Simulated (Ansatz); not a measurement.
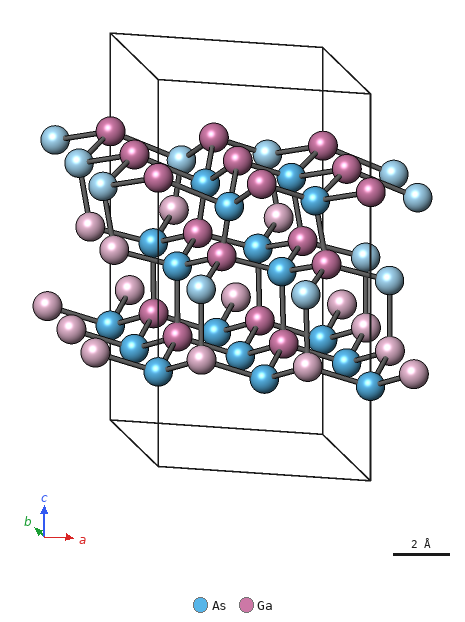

Figure 1. The structure as given in the input (ball-and-stick view of the 1 × 2 repeat of the cell, with the vacuum cut short, seen slightly off an axis; neighbours outside the cell are drawn fainter).

## Geometry relaxation, with input and output: GaAs (part 1 of 3)

- system: GaAs (slab, 12 atoms in the cell)
- method: DFT PBEsol, scalar-relativistic, plane waves, PAW, no spin polarisation (Ansatz 0.2.0)

The structure derives from an entry of the Crystallography Open Database. The input holds or restrains some coordinates. It belongs to a series of runs on one base structure; here: upper atoms moved at random (sigma 0.25 Å), then relaxed.

### The program's output
```
Engine: ansatz 0.2.0, x86_64-unknown-linux-gnu
Pseudopotentials: kind: paw
Pseudopotential: As, paw, valence charge 15, recommended cutoff 420 eV (normal), As.paw.azcp
Pseudopotential: Ga, paw, valence charge 13, recommended cutoff 420 eV (normal), Ga.paw.azcp
Functional definition: PBEsol
  exchange = pbesol_x
  correlation = pbesol_c
Crystal: 12 atoms, lattice volume = 619.701 Å³
Basis set: ecut = 420 eV, 12173 PW (Γ), exchange–correlation on 108×54×300 points (8 copies of the dense FFT grid, shifted against one another)
Bands: 101, of which v1, the nominal top of the filled ones, is band 84 counted from 1 (83 counted from 0)
Symmetry: 1 space group operations
Space group: P1 (ITA 1), of the structure as read, at distance tolerance 8.5e-5 Å
k-points: 23 of 45 (time reversal used)
Non-local potential: As, projectors of the file, l = 0: 2, l = 1: 2, l = 2: 3, l = 3: 1
Non-local potential: Ga, projectors of the file, l = 0: 2, l = 1: 2, l = 2: 3, l = 3: 1
PAW form: soft (Blöchl's): semilocal exchange-correlation on the pseudo side does not see the compensation charge
PAW frozen core: As, regenerated for the run's functional, and the local potential with it (the file was generated under x = pbe(κ = 0.804, μ = 0.2195149727645171), c = pbe(β = 0.06672455060314922))
PAW frozen core: Ga, regenerated for the run's functional, and the local potential with it (the file was generated under x = pbe(κ = 0.804, μ = 0.2195149727645171), c = pbe(β = 0.06672455060314922))
PAW one-centre angular grid: As, 590 points (default); XC on 64 Gauss nodes
PAW one-centre angular grid: Ga, 590 points (default); XC on 64 Gauss nodes
Initial density: superposition of atomic densities (neutral atoms: chi_scale 0, normalization atom), corrected by the library's trained network
Initial wavefunctions: pseudopotential atomic-orbital guess
Functional: x = pbesol(κ = 0.804, μ = 0.12345679012345678), c = pbesol(β = 0.046)
SCF iter   1: F=—  HF=-51333.261444 eV  |F-HF|=—  |Δ(HF+E_count)|=         —  Δρ=4.45e-3  dr2=2.93e0  ethr=1.77e-3  p=0.193 e·Å  D=5.63e-2 V/Å  ΔV_dip=-1.26 eV  dr2_dipole=1.55e0  V_vac-E_F(+/−)=4.18/5.44 eV  ⟨swp⟩=6.1  Hψ=9269  notcnv=0  defer=118
efield: sawtooth ramp at fractional position 0.9773 (placed from the atoms, in the widest stretch of the axis that holds none; the zero of the levels goes with the place), width 0.0400; the density the first Hamiltonian is built on has a dipole p = 0.193 e·Å; the dipole correction subtracts the counter field D = 5.63e-2 V/Å, which shifts the + side's vacuum level by -1.26 eV against the − side's; the planar-averaged density in the ramp window peaks in size at 4.6e-5 e/Å³
preconditioner: auto → LDOS  [metal: Δε(μ)=0.056 eV  Ē_g=14.006 eV  σ=0.050 eV  W_gap=0.48  n_scr=120 (ndim 8)  ℏωp=15.5 eV  f_vac=0.539  D(μ)=5.45/eV (n_scr^D=22)  β→1.0]
SCF iter   2: F=—  HF=-51333.181372 eV  |F-HF|=—  |Δ(HF+E_count)|=   8.01e-2  Δρ=3.65e-3  dr2=1.37e0  ethr=1.74e-3  p=0.279 e·Å  D=8.15e-2 V/Å  ΔV_dip=-1.82 eV  dr2_dipole=7.99e-1  V_vac-E_F(+/−)=3.98/5.80 eV  ⟨swp⟩=2.0  Hψ=2846  notcnv=0  defer=226
SCF iter   3: F=—  HF=-51333.137217 eV  |F-HF|=—  |Δ(HF+E_count)|=   4.42e-2  Δρ=9.09e-4  dr2=1.63e-2  ethr=8.17e-4  p=0.244 e·Å  D=7.13e-2 V/Å  ΔV_dip=-1.59 eV  dr2_dipole=3.00e-4  V_vac-E_F(+/−)=4.05/5.65 eV  ⟨swp⟩=2.0  Hψ=2250  notcnv=0  defer=226
SCF iter   4: F=—  HF=-51333.136795 eV  |F-HF|=—  |Δ(HF+E_count)|=   4.21e-4  Δρ=5.57e-4  dr2=8.08e-3  ethr=9.69e-6  p=0.249 e·Å  D=7.28e-2 V/Å  ΔV_dip=-1.63 eV  dr2_dipole=1.92e-3  V_vac-E_F(+/−)=4.04/5.67 eV  ⟨swp⟩=2.0  Hψ=2549  notcnv=0  defer=226
SCF iter   5: F=—  HF=-51333.136411 eV  |F-HF|=—  |Δ(HF+E_count)|=   3.85e-4  Δρ=3.71e-4  dr2=4.54e-3  ethr=4.81e-6  p=0.249 e·Å  D=7.28e-2 V/Å  ΔV_dip=-1.63 eV  dr2_dipole=1.49e-3  V_vac-E_F(+/−)=4.03/5.66 eV  ⟨swp⟩=1.0  Hψ=2323  notcnv=0  defer=226
SCF iter   6: F=—  HF=-51333.136167 eV  |F-HF|=—  |Δ(HF+E_count)|=   2.44e-4  Δρ=2.02e-4  dr2=1.13e-3  ethr=2.70e-6  p=0.250 e·Å  D=7.30e-2 V/Å  ΔV_dip=-1.63 eV  dr2_dipole=4.83e-4  V_vac-E_F(+/−)=4.03/5.66 eV  ⟨swp⟩=2.0  Hψ=2879  notcnv=0  defer=226
SCF iter   7: F=—  HF=-51333.136080 eV  |F-HF|=—  |Δ(HF+E_count)|=   8.68e-5  Δρ=7.81e-5  dr2=1.26e-4  ethr=6.71e-7  p=0.250 e·Å  D=7.29e-2 V/Å  ΔV_dip=-1.63 eV  dr2_dipole=1.84e-5  V_vac-E_F(+/−)=4.03/5.66 eV  ⟨swp⟩=2.0  Hψ=2732  notcnv=0  defer=226
SCF iter   8: F=—  HF=-51333.136070 eV  |F-HF|=—  |Δ(HF+E_count)|=   1.02e-5  Δρ=2.90e-5  dr2=2.00e-5  ethr=7.50e-8  p=0.249 e·Å  D=7.28e-2 V/Å  ΔV_dip=-1.63 eV  dr2_dipole=7.57e-7  V_vac-E_F(+/−)=4.03/5.66 eV  ⟨swp⟩=2.0  Hψ=3341  notcnv=0  defer=226
SCF iter   9: F=-51333.136067 eV  HF=-51333.136070 eV  |F-HF|=2.59e-6  |Δ(HF+E_count)|=   9.18e-8  Δρ=1.18e-5  dr2=3.24e-6  ethr=5.95e-9  p=0.249 e·Å  D=7.28e-2 V/Å  ΔV_dip=-1.63 eV  dr2_dipole=3.28e-7  V_vac-E_F(+/−)=4.03/5.66 eV  ⟨swp⟩=20.3  Hψ=24575  notcnv=0
SCF 1 converged in 9 iterations: F = -51333.136067 eV  dr2 = 3.24e-6
  greatest PAW one-centre occupation: 1.000 electrons in one spin orbital (limit 2), on the As atom at site 9 (counted from 0), in its partial waves of l = 2
relax step   1: F+E_penalty+E_count = -51333.13606742 eV  Δ(F+E_penalty+E_count) = +0.000e0 eV  max|allowed force component| = 1.228e1 eV/Å  Δτ_max = 0.0000 Å  (9 SCF iters, dr2 threshold 1.00e-5 eV, accepted)
Initial density: handed on by an earlier stage of this run
Initial wavefunctions: those handed on with the density
iter 1 solved again at ethr=9.53e-4 eV; its pass at ethr=3.10e-3 eV (dr2=1.60e0 eV) is discarded
SCF iter   1: F=—  HF=-51335.904107 eV  |F-HF|=—  |Δ(HF+E_count)|=         —  Δρ=5.96e-3  dr2=1.59e0  ethr=9.53e-4  p=0.249 e·Å  D=7.28e-2 V/Å  ΔV_dip=-1.63 eV  dr2_dipole=8.07e-1  V_vac-E_F(+/−)=3.94/5.57 eV  ⟨swp⟩=1.0  Hψ=8153  notcnv=0  defer=189
efield: sawtooth ramp at fractional position 0.9773 (handed on by an earlier solve), width 0.0400; the density the first Hamiltonian is built on has a dipole p = 0.249 e·Å; the dipole correction subtracts the counter field D = 7.28e-2 V/Å, which shifts the + side's vacuum level by -1.63 eV against the − side's; the planar-averaged density in the ramp window peaks in size at 4.7e-6 e/Å³
preconditioner: auto → LDOS  [metal: Δε(μ)=0.018 eV  Ē_g=13.983 eV  σ=0.050 eV  W_gap=0.19  n_scr=120 (ndim 8)  ℏωp=15.5 eV  f_vac=0.538  D(μ)=4.32/eV (n_scr^D=16)  β→1.0]
SCF iter   2: F=—  HF=-51335.903629 eV  |F-HF|=—  |Δ(HF+E_count)|=   4.78e-4  Δρ=4.65e-3  dr2=2.01e0  ethr=9.48e-4  p=0.323 e·Å  D=9.43e-2 V/Å  ΔV_dip=-2.11 eV  dr2_dipole=1.16e0  V_vac-E_F(+/−)=3.76/5.87 eV  ⟨swp⟩=3.0  Hψ=3656  notcnv=0  defer=190
SCF iter   3: F=—  HF=-51335.829108 eV  |F-HF|=—  |Δ(HF+E_count)|=   7.45e-2  Δρ=7.13e-4  dr2=6.45e-3  ethr=9.48e-4  p=0.278 e·Å  D=8.11e-2 V/Å  ΔV_dip=-1.81 eV  dr2_dipole=3.38e-4  V_vac-E_F(+/−)=3.86/5.67 eV  ⟨swp⟩=2.0  Hψ=2853  notcnv=0  defer=214
SCF iter   4: F=—  HF=-51335.828491 eV  |F-HF|=—  |Δ(HF+E_count)|=   6.17e-4  Δρ=3.14e-4  dr2=1.15e-3  ethr=3.84e-6  p=0.279 e·Å  D=8.14e-2 V/Å  ΔV_dip=-1.82 eV  dr2_dipole=2.09e-4  V_vac-E_F(+/−)=3.87/5.69 eV  ⟨swp⟩=2.0  Hψ=4044  notcnv=0  defer=216
SCF iter   5: F=—  HF=-51335.828367 eV  |F-HF|=—  |Δ(HF+E_count)|=   1.24e-4  Δρ=1.35e-4  dr2=2.92e-4  ethr=6.87e-7  p=0.278 e·Å  D=8.11e-2 V/Å  ΔV_dip=-1.81 eV  dr2_dipole=4.50e-5  V_vac-E_F(+/−)=3.87/5.69 eV  ⟨swp⟩=2.0  Hψ=4045  notcnv=0  defer=216
SCF iter   6: F=-51335.828258 eV  HF=-51335.828328 eV  |F-HF|=7.03e-5  |Δ(HF+E_count)|=   3.92e-5  Δρ=7.62e-5  dr2=7.96e-5  ethr=5.95e-8  p=0.277 e·Å  D=8.10e-2 V/Å  ΔV_dip=-1.81 eV  dr2_dipole=4.31e-6  V_vac-E_F(+/−)=3.87/5.68 eV  ⟨swp⟩=19.7  Hψ=24609  notcnv=0
SCF 2 converged in 6 iterations: F = -51335.828258 eV  dr2 = 7.96e-5
[... from here on the iterations of each SCF are left out, up to the last one ...]
relax step   2: F+E_penalty+E_count = -51335.82825771 eV  Δ(F+E_penalty+E_count) = -2.692e0 eV  max|allowed force component| = 3.348e0 eV/Å  Δτ_max = 0.1979 Å  (6 SCF iters, dr2 threshold 1.00e-4 eV, accepted)
efield: sawtooth ramp at fractional position 0.9773 (handed on by an earlier solve), width 0.0400; the density the first Hamiltonian is built on has a dipole p = 0.277 e·Å; the dipole correction subtracts the counter field D = 8.10e-2 V/Å, which shifts the + side's vacuum level by -1.81 eV against the − side's; the planar-averaged density in the ramp window peaks in size at 5.2e-6 e/Å³
preconditioner: auto → LDOS  [insulator: Δε(μ)=0.111 eV  Ē_g=13.987 eV  σ=0.050 eV  W_gap=0.66  n_scr=120 (ndim 8)  ℏωp=15.5 eV  f_vac=0.538  D(μ)=3.36/eV (n_scr^D=12)  ε∞_Penn≈2.2  β→1.0]
SCF 3 converged in 9 iterations: F = -51336.905176 eV  dr2 = 1.43e-5
relax step   3: F+E_penalty+E_count = -51336.90517623 eV  Δ(F+E_penalty+E_count) = -1.077e0 eV  max|allowed force component| = 1.449e0 eV/Å  Δτ_max = 0.1938 Å  (9 SCF iters, dr2 threshold 1.00e-4 eV, accepted)
efield: sawtooth ramp at fractional position 0.9773 (handed on by an earlier solve), width 0.0400; the density the first Hamiltonian is built on has a dipole p = 0.308 e·Å; the dipole correction subtracts the counter field D = 8.98e-2 V/Å, which shifts the + side's vacuum level by -2.01 eV against the − side's; the planar-averaged density in the ramp window peaks in size at 7.3e-6 e/Å³
preconditioner: auto → LDOS  [metal: Δε(μ)=0.005 eV  Ē_g=13.963 eV  σ=0.050 eV  W_gap=0.06  n_scr=120 (ndim 8)  ℏωp=15.5 eV  f_vac=0.536  D(μ)=8.18/eV (n_scr^D=28)  β→1.0]
SCF 4 converged in 7 iterations: F = -51337.194336 eV  dr2 = 7.36e-5
relax step   4: F+E_penalty+E_count = -51337.19433617 eV  Δ(F+E_penalty+E_count) = -2.892e-1 eV  max|allowed force component| = 4.375e-1 eV/Å  Δτ_max = 0.1942 Å  (7 SCF iters, dr2 threshold 1.00e-4 eV, accepted)
efield: sawtooth ramp at fractional position 0.9773 (handed on by an earlier solve), width 0.0400; the density the first Hamiltonian is built on has a dipole p = 0.318 e·Å; the dipole correction subtracts the counter field D = 9.28e-2 V/Å, which shifts the + side's vacuum level by -2.07 eV against the − side's; the planar-averaged density in the ramp window peaks in size at 4.5e-6 e/Å³
preconditioner: auto → LDOS  [metal: Δε(μ)=0.013 eV  Ē_g=13.925 eV  σ=0.050 eV  W_gap=0.14  n_scr=120 (ndim 8)  ℏωp=15.5 eV  f_vac=0.532  D(μ)=4.69/eV (n_scr^D=18)  β→1.0]
SCF 5 converged in 8 iterations: F = -51337.265324 eV  dr2 = 1.23e-5
relax step   5: F+E_penalty+E_count = -51337.26532366 eV  Δ(F+E_penalty+E_count) = -7.099e-2 eV  max|allowed force component| = 3.102e-1 eV/Å  Δτ_max = 0.2000 Å  (8 SCF iters, dr2 threshold 1.74e-5 eV, accepted)
efield: sawtooth ramp at fractional position 0.9773 (handed on by an earlier solve), width 0.0400; the density the first Hamiltonian is built on has a dipole p = 0.292 e·Å; the dipole correction subtracts the counter field D = 8.52e-2 V/Å, which shifts the + side's vacuum level by -1.90 eV against the − side's; the planar-averaged density in the ramp window peaks in size at 1.0e-5 e/Å³
preconditioner: auto → LDOS  [metal: Δε(μ)=0.032 eV  Ē_g=13.905 eV  σ=0.050 eV  W_gap=0.32  n_scr=120 (ndim 8)  ℏωp=15.5 eV  f_vac=0.531  D(μ)=4.22/eV (n_scr^D=16)  β→1.0]
SCF 6 converged in 8 iterations: F = -51337.278655 eV  dr2 = 1.02e-6
relax step   6: F+E_penalty+E_count = -51337.27865524 eV  Δ(F+E_penalty+E_count) = -1.333e-2 eV  max|allowed force component| = 1.662e-1 eV/Å  Δτ_max = 0.1946 Å  (8 SCF iters, dr2 threshold 8.77e-6 eV, accepted)
efield: sawtooth ramp at fractional position 0.9773 (handed on by an earlier solve), width 0.0400; the density the first Hamiltonian is built on has a dipole p = 0.259 e·Å; the dipole correction subtracts the counter field D = 7.58e-2 V/Å, which shifts the + side's vacuum level by -1.69 eV against the − side's; the planar-averaged density in the ramp window peaks in size at 7.2e-6 e/Å³
preconditioner: auto → LDOS  [metal: Δε(μ)=0.009 eV  Ē_g=13.935 eV  σ=0.050 eV  W_gap=0.10  n_scr=120 (ndim 8)  ℏωp=15.5 eV  f_vac=0.530  D(μ)=7.44/eV (n_scr^D=28)  β→1.0]
SCF 7 converged in 7 iterations: F = -51337.294593 eV  dr2 = 6.94e-6
relax step   7: F+E_penalty+E_count = -51337.29459265 eV  Δ(F+E_penalty+E_count) = -1.594e-2 eV  max|allowed force component| = 1.208e-1 eV/Å  Δτ_max = 0.1400 Å  (7 SCF iters, dr2 threshold 7.92e-6 eV, accepted)
efield: sawtooth ramp at fractional position 0.9773 (handed on by an earlier solve), width 0.0400; the density the first Hamiltonian is built on has a dipole p = 0.284 e·Å; the dipole correction subtracts the counter field D = 8.29e-2 V/Å, which shifts the + side's vacuum level by -1.85 eV against the − side's; the planar-averaged density in the ramp window peaks in size at 7.9e-6 e/Å³
preconditioner: auto → LDOS  [metal: Δε(μ)=0.020 eV  Ē_g=13.914 eV  σ=0.050 eV  W_gap=0.21  n_scr=120 (ndim 8)  ℏωp=15.5 eV  f_vac=0.529  D(μ)=6.16/eV (n_scr^D=22)  β→1.0]
SCF 8 converged in 5 iterations: F = -51337.296464 eV  dr2 = 2.92e-6
relax step   8: F+E_penalty+E_count = -51337.29646365 eV  Δ(F+E_penalty+E_count) = -1.871e-3 eV  max|allowed force component| = 6.430e-2 eV/Å  Δτ_max = 0.0325 Å  (5 SCF iters, dr2 threshold 4.19e-6 eV, accepted)
efield: sawtooth ramp at fractional position 0.9773 (handed on by an earlier solve), width 0.0400; the density the first Hamiltonian is built on has a dipole p = 0.282 e·Å; the dipole correction subtracts the counter field D = 8.22e-2 V/Å, which shifts the + side's vacuum level by -1.84 eV against the − side's; the planar-averaged density in the ramp window peaks in size at 7.7e-6 e/Å³
preconditioner: auto → LDOS  [metal: Δε(μ)=0.021 eV  Ē_g=13.914 eV  σ=0.050 eV  W_gap=0.23  n_scr=120 (ndim 8)  ℏωp=15.5 eV  f_vac=0.530  D(μ)=6.13/eV (n_scr^D=22)  β→1.0]
SCF 9 converged in 4 iterations: F = -51337.296982 eV  dr2 = 1.02e-6
relax step   9: F+E_penalty+E_count = -51337.29698169 eV  Δ(F+E_penalty+E_count) = -5.180e-4 eV  max|allowed force component| = 7.053e-3 eV/Å  Δτ_max = 0.0092 Å  (4 SCF iters, dr2 threshold 1.17e-6 eV, accepted)
iter 1 solved again at ethr=6.12e-10 eV; its pass at ethr=3.10e-3 eV (dr2=1.03e-6 eV) is discarded
SCF iter   1: F=—  HF=-51337.296988 eV  |F-HF|=—  |Δ(HF+E_count)|=         —  Δρ=6.28e-6  dr2=1.03e-6  ethr=6.12e-10  p=0.282 e·Å  D=8.22e-2 V/Å  ΔV_dip=-1.84 eV  dr2_dipole=3.02e-7  V_vac-E_F(+/−)=3.90/5.74 eV  ⟨swp⟩=1.0  Hψ=5566  notcnv=0
efield: sawtooth ramp at fractional position 0.9773 (handed on by an earlier solve), width 0.0400; the density the first Hamiltonian is built on has a dipole p = 0.282 e·Å; the dipole correction subtracts the counter field D = 8.22e-2 V/Å, which shifts the + side's vacuum level by -1.84 eV against the − side's; the planar-averaged density in the ramp window peaks in size at 7.6e-6 e/Å³
preconditioner: auto → LDOS  [metal: Δε(μ)=0.021 eV  Ē_g=13.913 eV  σ=0.050 eV  W_gap=0.22  n_scr=120 (ndim 8)  ℏωp=15.5 eV  f_vac=0.530  D(μ)=6.15/eV (n_scr^D=22)  β→1.0]
SCF iter   2: F=—  HF=-51337.296983 eV  |F-HF|=—  |Δ(HF+E_count)|=   4.90e-6  Δρ=6.65e-6  dr2=9.80e-7  ethr=6.11e-10  p=0.282 e·Å  D=8.22e-2 V/Å  ΔV_dip=-1.84 eV  dr2_dipole=5.26e-10  V_vac-E_F(+/−)=3.90/5.74 eV  ⟨swp⟩=2.0  Hψ=4043  notcnv=0
SCF iter   3: F=-51337.296983 eV  HF=-51337.296983 eV  |F-HF|=7.86e-8  |Δ(HF+E_count)|=   2.22e-7  Δρ=1.59e-6  dr2=8.17e-8  ethr=5.95e-11  p=0.282 e·Å  D=8.22e-2 V/Å  ΔV_dip=-1.84 eV  dr2_dipole=3.37e-8  V_vac-E_F(+/−)=3.90/5.74 eV  ⟨swp⟩=9.7  Hψ=16970  notcnv=0
SCF 10 converged in 3 iterations: F = -51337.296983 eV  dr2 = 8.17e-8
relax step  10: F+E_penalty+E_count = -51337.29698265 eV  Δ(F+E_penalty+E_count) = -9.577e-7 eV  max|allowed force component| = 7.113e-3 eV/Å  Δτ_max = 0.0000 Å  (3 SCF iters, accepted)
```

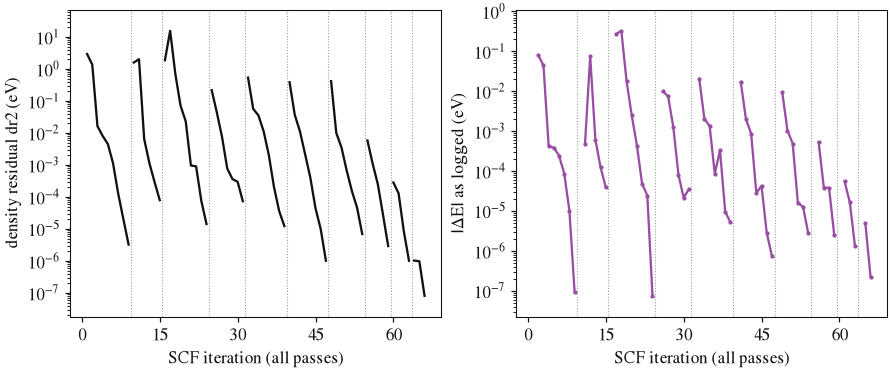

Figure 2. Convergence of the self-consistent field: density residual dr2 and size of the energy change against the SCF iteration. The dotted lines part the SCF passes of the relaxation: geometry steps, rejected trials and re-solves on a re-selected basis. The 10 passes take 3 to 9 iterations each, 66 in all.
